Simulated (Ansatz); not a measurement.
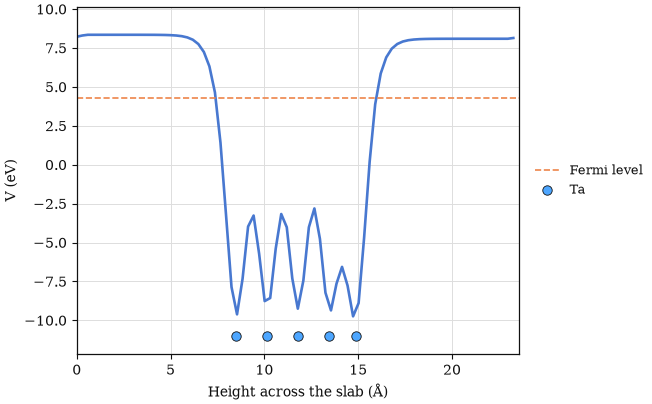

Plane-averaged electrostatic potential energy of an electron across the slab; circles at the bottom mark the heights of the atoms (positions after relaxation).

Structure: a (100) slab cut from Ta (Im-3m), 5 atoms in the cell.

Method: DFT PBEsol, scalar-relativistic, plane waves, PAW, no spin polarisation, 9×9×1 k mesh, 420 eV cutoff, Gaussian smearing of 0.1 eV (Ansatz).

Q: Read off the work function of each face.

A: The work function is 3.83 eV at the right face and 4.08 eV at the left.

Q: Do the two faces differ, and what does that say about the slab's dipole?

A: The vacuum levels differ by 0.26 eV, so the slab carries a dipole along its normal. Some atoms were held fixed in the relaxation, which can itself make the faces differ.

Spin-orbit coupling is left out, which matters for Ta.
